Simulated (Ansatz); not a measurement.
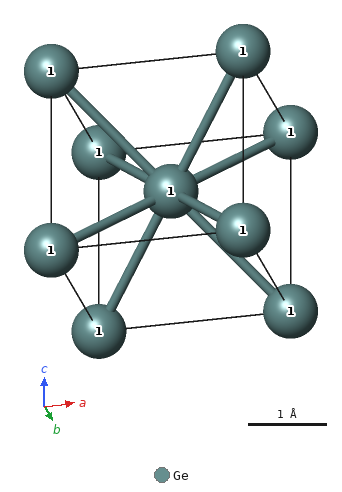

The structure as given in the input (ball-and-stick view of the cell 2 times as large as that of the calculation, set on its symmetry axes, seen at an oblique angle; atoms are numbered from 1 in the order of the input). Near neighbours in the crystal (not all of them lie inside the picture): Ge has 8 Ge at 2.19 Å.

**Single-point calculation of Ge**

The run: single-point calculation of Ge (Im-3m, 1 atom in the cell). Method and program: DFT, PBE, PAW with Ansatz's default frozen-core files, scalar-relativistic, no spin polarisation (Ansatz 0.2.0).

Its volume is 0.42 times that of the source entry. It belongs to a series of runs on one base structure; here: volume scaled by 0.422, to set the pressure. Figures and captions count atoms from 1; the log counts them from 0 in places.

**The program's output**
```
Engine: ansatz 0.2.0, x86_64-unknown-linux-gnu
Pseudopotentials: kind: paw
Pseudopotential: Ge, paw, valence charge 14, recommended cutoff 420 eV (normal), Ge.paw.azcp
Functional definition: PBE
  parameter kappa = 0.804
  parameter beta = 0.06672455060314922
  exchange = pbe_x(kappa = kappa, mu = beta*pi^2/3)
  correlation = pbe_c(beta = beta)
Crystal: 1 atoms, lattice volume = 8.140 Å³
Basis set: ecut = 420 eV, 141 PW (Γ), exchange–correlation on 30×30×30 points (8 copies of the dense FFT grid, shifted against one another)
Bands: 11, of which v1, the nominal top of the filled ones, is band 7 counted from 1 (6 counted from 0)
Symmetry: 48 space group operations
Space group: Im-3m (ITA 229), of the structure as read, at distance tolerance 2.0e-5 Å
k-points: 286 of 9261
Non-local potential: Ge, projectors of the file, l = 0: 2, l = 1: 2, l = 2: 3, l = 3: 1
PAW form: soft (Blöchl's): semilocal exchange-correlation on the pseudo side does not see the compensation charge
PAW one-centre angular grid: Ge, 590 points (default); XC on 64 Gauss nodes
Initial density: superposition of atomic densities (neutral atoms: chi_scale 0, normalization atom), corrected by the library's trained network
Initial wavefunctions: pseudopotential atomic-orbital guess
Functional: x = pbe(κ = 0.804, μ = 0.2195149727645171), c = pbe(β = 0.06672455060314922)
SCF iter   1: F=—  HF=-4288.502116 eV  |F-HF|=—  |Δ(HF+E_count)|=         —  Δρ=3.72e-2  dr2=2.85e-2  ethr=1.77e-3  ⟨swp⟩=5.1  Hψ=17081  notcnv=0
preconditioner: auto → none  [metal: Δε(μ)=0.090 eV  Ē_g=35.011 eV  σ=0.100 eV  W_gap=0.21  n_scr=0 (ndim 8)  ℏωp=48.7 eV  f_vac=0.000  D(μ)=0.28/eV (n_scr^D=0)]
SCF iter   2: F=—  HF=-4288.498980 eV  |F-HF|=—  |Δ(HF+E_count)|=   3.14e-3  Δρ=1.81e-2  dr2=6.68e-3  ethr=2.03e-4  ⟨swp⟩=1.0  Hψ=5451  notcnv=0
SCF iter   3: F=—  HF=-4288.498249 eV  |F-HF|=—  |Δ(HF+E_count)|=   7.31e-4  Δρ=2.70e-4  dr2=3.71e-6  ethr=4.77e-5  ⟨swp⟩=1.0  Hψ=3092  notcnv=0
SCF iter   4: F=—  HF=-4288.498235 eV  |F-HF|=—  |Δ(HF+E_count)|=   1.39e-5  Δρ=2.04e-4  dr2=1.31e-6  ethr=2.65e-8  ⟨swp⟩=2.0  Hψ=5117  notcnv=0  defer=1
iter 5 did not close the SCF: its close was put off for the readings that it lacked (scf_convergence_deferred on its scf_iter line)
SCF iter   5: F=-4288.498233 eV  HF=-4288.498233 eV  |F-HF|=7.84e-8  |Δ(HF+E_count)|=   1.25e-6  Δρ=4.31e-5  dr2=6.46e-8  ethr=9.36e-9  ⟨swp⟩=2.1  Hψ=4970  notcnv=0  defer=1
SCF iter   6: F=-4288.498233 eV  HF=-4288.498233 eV  |F-HF|=3.01e-10  |Δ(HF+E_count)|=   3.05e-8  Δρ=3.23e-6  dr2=3.31e-10  ethr=4.62e-10  ⟨swp⟩=2.5  Hψ=10737  notcnv=0
SCF 1 converged in 6 iterations: F = -4288.498233 eV  dr2 = 3.31e-10
  greatest PAW one-centre occupation: 0.999 electrons in one spin orbital (limit 2), on the Ge atom at site 0 (counted from 0), in its partial waves of l = 2
```

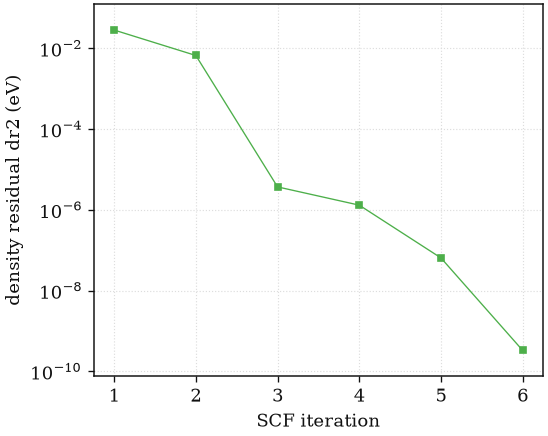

Convergence of the self-consistent field: density residual dr2 against the SCF iteration. The residual falls at every step.

```
SCF converged after 6 iterations
Free energy (F): -4288.498233 eV
Harris-Foulkes:  -4288.498233 eV  (|F-HF|=3.01e-10)
Internal energy: -4288.489185 eV  (E = F + TS)
E sigma→0 (E₀):  -4288.493709 eV
Entropy (-TS):   -0.009048 eV (-9.048 meV/atom)
Fermi energy:    30.302611 eV
--- Per-component energies (eV) ---
  E_band       = 121.948345
  E_kinetic    = 132.959743
  E_local      = -1382.872334  (includes V_loc(G=0)·N_el)
  E_nonlocal   = 424.230376
  E_hartree    = 667.375242
  E_xc         = -85.141470
  E_vxc        = -77.197779  (∫ρ·V_xc dr)
  E_paw        = -2018.768692  (= ΣΔE_a)
  E_vpaw       = -309.921708  (= ΣTr[D̂ρ^β])
  E_aug_tail   = 0.000438  (compensation charges beyond the density's cutoff)
  E_ewald      = -2026.272489
  E_smearing   = -0.009048  (= −TS)
  E_closure    = 0.000000  (closes the sum)
  Σ components = -4288.498233   (vs F -4288.498233, Δ=0.00e0)
--- Forces (eV/Å), atoms counted from 1 ---
  atom   1  Ge    -0.00000000    -0.00000000    -0.00000000
  max |Σ_I F_I| component: 4.01e-32 eV/Å
--- Stress (GPa, compression-positive) ---
      394.610197      -0.000000      -0.000000
       -0.000000     394.610197      -0.000000
        0.000000      -0.000000     394.610197
  P = ⅓ Tr σ = 394.6102 GPa (3946.102 kbar)
--- Band table (eV; the first three rows and the last of 286) ---
  k-point 0: bands = ["3.3854", "3.3854", "3.3854", "4.1236", "4.1236", "6.5328", "51.5526", "51.5526", "51.5526", "52.8647", "52.8647"]
  k-point 1: bands = ["3.3768", "3.3892", "3.4105", "4.1149", "4.1239", "6.6436", "49.1668", "50.6389", "50.9213", "51.0782", "51.9413"]
  k-point 2: bands = ["3.3519", "3.3961", "3.4842", "4.0905", "4.1248", "6.9806", "45.5620", "49.0361", "49.2661", "49.2842", "51.1974"]
  k-point 285: bands = ["2.8219", "2.8273", "4.4698", "4.4698", "4.4749", "27.7242", "28.4913", "28.4913", "33.6431", "34.1605", "37.3525"]
```

This output came from the following input.

**Input file**
```yaml
crystal:
  lattice:
    - [-1.267243136, 1.267243136, 1.267243136]
    - [1.267243136, -1.267243136, 1.267243136]
    - [1.267243136, 1.267243136, -1.267243136]
  atoms:
    - { symbol: Ge, position: [0.0, 0.0, 0.0] }
kpoints:
  mp_grid: { grid: [21, 21, 21] }
scf:
  occupations: { method: fermi_dirac, width: 0.1 }
hamiltonian:
  xc: pbe
  pseudopotentials: { kind: paw }
output:
  forces: true
  stress: true
  eigenvalues: true
```

Launch command:
```bash
ansatz run input.yaml --threads 2 --pin off --max-ram 5120MiB --backend cpu --events-out ev --progress --plain --runs-dir out
```

**Results in brief**

| quantity | value |
| --- | --- |
| outcome | converged |
| space group (tolerance 0.01 Å) | Im-3m (229) |
| electrons treated | 14 |
| free energy | −4288.4982 eV |
| Fermi energy | 30.303 eV |
| pressure | 394.61 GPa |
| largest force (length of the vector) | under 0.001 eV/Å |
| hardware | 2 threads of Intel Xeon (Sapphire Rapids), 16 GiB of memory available, shared host |
| wall time | 0.82 s (CPU time 1.4 s) |
| peak memory | 0.35 GiB |

**Notes**

The cell is under a pressure of 395 GPa at this level, so it is not at its equilibrium volume.
